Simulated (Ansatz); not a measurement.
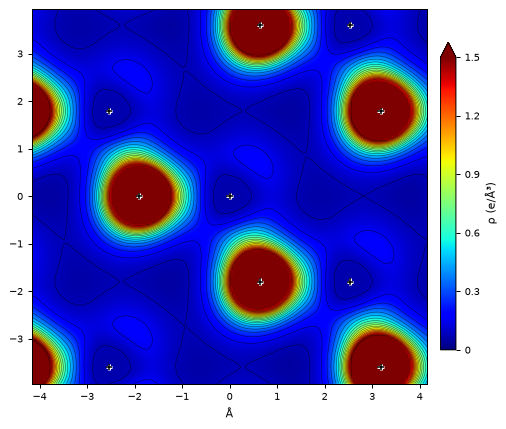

The valence pseudo-density on a plane through atoms (crosses mark nuclei in the plane).

Method: DFT PBE, scalar-relativistic, plane waves, PAW in Ansatz.

Candidates:
A. AlN, a = 7.63 Å, b = 7.63 Å, c = 7.63 Å, α = 109.47°, β = 109.47°, γ = 109.47°. Space group F-43m; a structure from a database of computed crystals, not necessarily the ambient phase.
B. GaAs, a = 5.80 Å, b = 5.80 Å, c = 5.80 Å, α = 90.00°, β = 90.00°, γ = 90.00°. Space group F-43m; changed on purpose from its base cell (strain +0.025 along x and y, +0.025 along z, atoms carried along).

Which system is this?

Answer. Candidate A: AlN on the (100) plane of the calculation cell, which holds Al and N. Al–N (1.91 Å): the density is about 0.67 e/Å³ at the midpoint.
